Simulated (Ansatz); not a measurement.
```cif
data_structure
_symmetry_space_group_name_H-M 'P 1'
_symmetry_Int_Tables_number 1
_cell_length_a 4.0594
_cell_length_b 4.0594
_cell_length_c 17.2150
_cell_angle_alpha 90.000
_cell_angle_beta 90.000
_cell_angle_gamma 90.000
_cell_volume 283.68
loop_
_atom_site_label
_atom_site_type_symbol
_atom_site_fract_x
_atom_site_fract_y
_atom_site_fract_z
_atom_site_occupancy
Al1 Al 0.00000 0.00000 0.00000 1
Al2 Al 0.50000 0.50000 0.50000 1
Ga1 Ga 0.50000 0.50000 0.16656 1
Ga2 Ga 0.00000 0.00000 0.66656 1
Ga3 Ga 0.00000 0.00000 0.33344 1
Ga4 Ga 0.50000 0.50000 0.83344 1
As1 As 0.50000 0.00000 0.25000 1
As2 As 0.00000 0.50000 0.75000 1
As3 As 0.00000 0.50000 0.41725 1
As4 As 0.50000 0.00000 0.91725 1
As5 As 0.00000 0.50000 0.08275 1
As6 As 0.50000 0.00000 0.58275 1
```

Space group I-4m2; a structure generated by program, which may or may not match a known phase.

Method: DFT PBE, scalar-relativistic, plane waves, PAW (Ansatz).

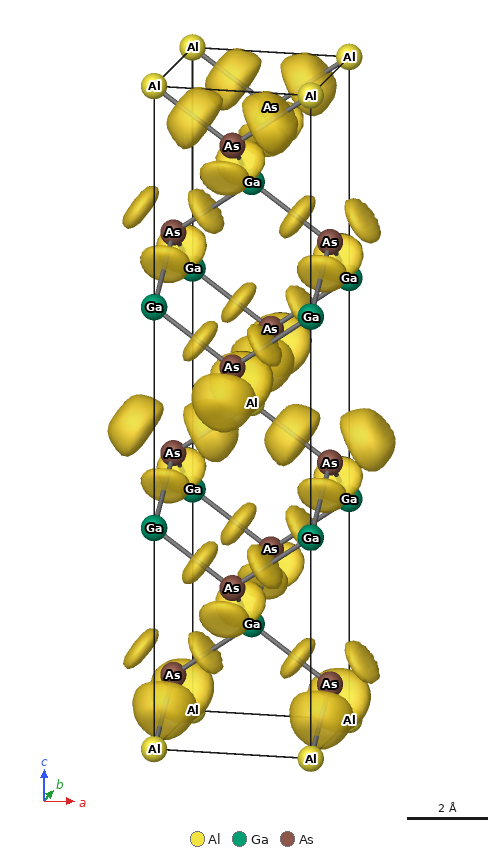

AlGa₂As₃. Isosurface of the ELF at 0.7 (yellow), seen slightly off an axis. Core shells and regions of very low density are left out. Sticks mark near contacts.

Core electrons are frozen (PAW), and the valence fields are smoothed inside the atomic spheres.

**Identify the bonds, lone pairs and shells in this picture.**

The ELF exceeds this value in eight regions between bonded Al–As atoms (shared pairs) and 16 regions between bonded As–Ga atoms (shared pairs), counted in one cell of 12 atoms. Any copies at cell faces, edges or corners count once.

Values along the shortest contacts:
Al–As (2.48 Å): the ELF peaks at about 0.95 between the atoms; a shared electron pair. Ga–As (2.49 Å): the ELF peaks at about 0.80 between the atoms; a covalent bond.

**Does the calculation give a band gap?**

It is gapped, with a Kohn–Sham gap of 0.64 eV on the k-point mesh (the band edges may lie off the mesh, which would make the gap smaller).
